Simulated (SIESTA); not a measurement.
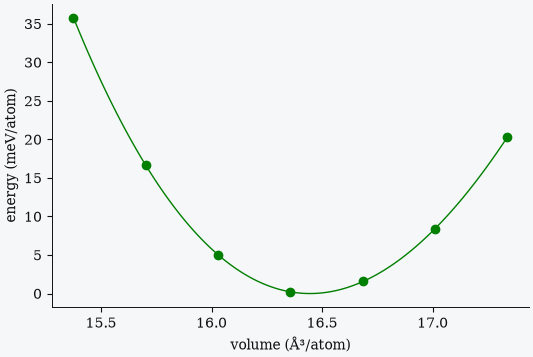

**Figure.** Energy against volume for La₂O₃, space group P-3m1 (No. 164).

A third-order Birch–Murnaghan fit gives V0 = 16.45 Å³/atom, B0 = 147 GPa and B′ = 4.2. The energy is 35.78 meV/atom at volume 15.38 Å³/atom and 20.29 meV/atom at 17.34 Å³/atom; the lowest computed point is at volume 16.36 Å³/atom (0.19 meV/atom).

Method: DFT in numerical atomic orbitals with pseudopotentials, no spin polarisation; energies at scaled volumes of the given cell, shape and fractions fixed, counted from the fit's minimum, third-order Birch-Murnaghan fit (SIESTA 5.4.2). Level: LDA.

k mesh 6×6×4; occupations Fermi–Dirac; smearing width 0.05 eV; potentials PseudoDojo 0.4 standard, converted to PSML, two zetas on semicore shells; program settings basis DZP, mesh cutoff 800 Ry.

Cell as given: a = 3.931 Å, b = 3.931 Å, c = 6.112 Å, α = 90.00°, β = 90.00°, γ = 120.00°; 5 atoms.

Note: mulliken charges of long orbitals; potentials made for another functional; shape and atomic fractions are frozen while scaling, which makes layered, chain and framework solids too stiff.
